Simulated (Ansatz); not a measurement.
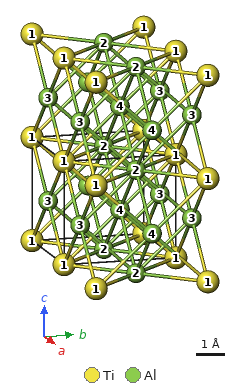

This is the input geometry for a relaxation of a crystal of TiAl3 (set up in P4/mmm). Style: ball-and-stick. Shown: the cell of the calculation, repeated 2 × 1 × 2 with one cell outlined, slightly off an axis.

Case: biaxial strain in the a-b plane of +6.0 %; c and atoms relaxed.

Level of theory: DFT PBEsol, scalar-relativistic, plane waves, PAW in Ansatz.

Input
```yaml
crystal:
  lattice:
    - [4.1852454995, 0.0, 0.0]
    - [0.0, 4.1852454995, 0.0]
    - [0.0, 0.0, 3.8062043976]
  atoms:
    - { symbol: Ti, position: [0.0, 0.0, 0.0] }
    - { symbol: Al, position: [0.5, 0.5, 0.0] }
    - { symbol: Al, position: [0.5, 0.0, 0.5] }
    - { symbol: Al, position: [0.0, 0.5, 0.5] }
basis:
  ecutwfc: 420
kpoints:
  mp_grid: { grid: [14, 14, 14] }
hamiltonian:
  xc: pbesol
scf:
  occupations: { method: gaussian, width: 0.1 }
output:
  forces: true
  stress: true
  eigenvalues: true
relax:
  adjacent_minimum: "off"
  f_tol: 0.008
  max_steps: 40
  cell: { stress_tol: 0.015, fix: [a, b, gamma] }
```

Command:
```bash
ansatz run input.yaml --threads 1 --pin off --max-ram 2560MiB --backend cpu --events-out ev --progress --plain --runs-dir out
```

What does the optimiser find from here?

Answer. After 2 accepted moves (3 points after the start) the energy has fallen by 0.3 meV per atom. All forces vanish by symmetry, so only the cell relaxes. The pressure goes from −7.10 to −6.58 GPa. The SCF was repeated once at an unchanged geometry on a basis and grid sized afresh for the cell, which shifted the energy by less than 0.05 meV per atom at most. No atom moves by more than 0.005 Å relative to the cell. The volume changes by −0.6 %, with a = b unchanged at 4.185 Å, c 3.806 → 3.784 Å (−0.6 %). Among the contacts that change: Ti1–Al3 2.829 → 2.821 Å, Al2–Al3 2.829 → 2.821 Å. The space group stays P4/mmm (No. 123).

History of the run:

```json
{"step": "0", "E − E(0), meV/atom": "0.00", "pressure, GPa": "-7.10", "volume, Å³/atom": "16.668", "note": ""}
{"step": "1", "E − E(0), meV/atom": "-0.28", "pressure, GPa": "-6.36", "volume, Å³/atom": "16.532", "note": ""}
{"step": "2", "E − E(0), meV/atom": "-0.32", "pressure, GPa": "-6.58", "volume, Å³/atom": "16.571", "note": ""}
{"step": "3", "E − E(0), meV/atom": "-0.29", "pressure, GPa": "-6.58", "volume, Å³/atom": "16.571", "note": "same geometry, new basis"}
```
